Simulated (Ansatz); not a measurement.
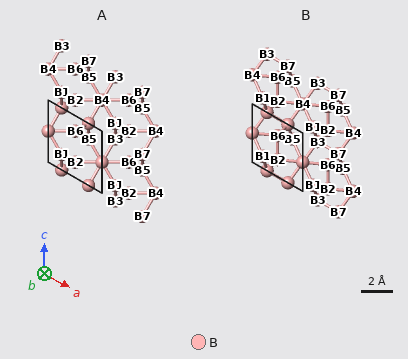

Two geometries of solid B (a generated structure, set up in Ia-3) (coarse preliminary run), drawn at one scale. One is the start of a relaxation, the other its converged end. Style: ball-and-stick. Shown: the cell of the calculation, repeated 2 × 1 × 2 with one cell outlined, along the b axis.

These are results of Ansatz 0.2.0, DFT PBE, scalar-relativistic, plane waves, PAW, not measurements. Set-up: plane-wave cutoff 420 eV; k-point mesh 6 × 6 × 6; occupations gaussian; smearing width 0.1 eV; no spin polarisation; cell and atoms relaxed; force threshold 0.04 eV/Å; at most 70 steps.

> Which geometry has the lower energy?

Structure A is the relaxed one. The largest moves relative to the cell, 0.19 Å, are those of B atoms. The drawn cell changes as follows: a = b = c 4.059 → 4.323 Å (+6.5 %); the volume changes by +20.8 %. Near-neighbour distances that change, for instance: B–B 1.672 → 2.161 Å, B–B 1.683 → 1.765 Å. The space group (tolerance 0.01 Å) goes from Ia-3 (No. 206) to Ia-3d (No. 230). The energy falls by 252 meV per atom in 5 accepted moves (7 points after the start). Largest force component: 0.59 eV/Å at the start, 0.00011 eV/Å at the end. Pressure: 54.14 GPa at the start and 0.02 GPa at the end. At 2 points the geometry stayed and the basis and grid were re-selected for the new cell (energy shift of 5.4 meV per atom at most each time). Cost: 10 s on 1 thread of Arm Neoverse V1, on a shared host, peak memory 0.31 GiB.
